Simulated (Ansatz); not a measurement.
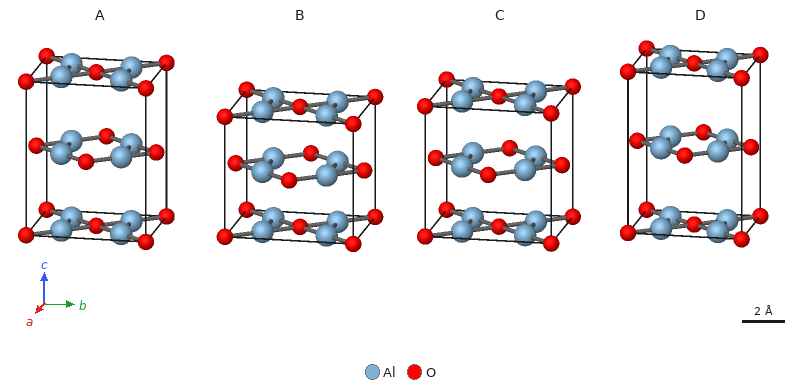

4 geometries from one relaxation of crystalline Al2O (a generated structure, set up in Fmmm) (coarse preliminary run), in shuffled order. A ball-and-stick model of the conventional cell (4 times the calculation's cell), seen slightly off an axis. Lengths and directions refer to the drawn axes.

Method: Ansatz, DFT PBE, scalar-relativistic, plane waves, PAW. (plane-wave cutoff 420 eV; k-point mesh 6 × 6 × 6; occupations gaussian; smearing width 0.1 eV; no spin polarisation; cell and atoms relaxed; force threshold 0.04 eV/Å; at most 70 steps)

Order the frames from highest to lowest energy.

Answer. D, A, C, B. They are steps 0, 2, 5, 12, at +2.854 eV per cell of the calculation, +0.826 eV per cell of the calculation, +0.161 eV per cell of the calculation relative to the last. After 10 accepted moves (12 points after the start) the energy has fallen by 2.854 eV per cell of the calculation. All forces vanish by symmetry, so only the cell relaxes. The pressure goes from 39.72 to 0.06 GPa. The SCF was repeated twice at an unchanged geometry on a basis and grid sized afresh for the cell, which shifted the energy by 75.9 meV per cell of the calculation at most. No atom moves by more than 0.005 Å relative to the cell. The volume changes by −2.0 %, with a 4.293 → 5.002 Å (+16.5 %), b 5.539 → 6.259 Å (+13.0 %), c 7.968 → 5.933 Å (−25.5 %). Near-neighbour distances that change, for instance: Al–Al 2.146 → 2.501 Å, Al–O 1.752 → 2.003 Å. The space group stays Fmmm (No. 69).
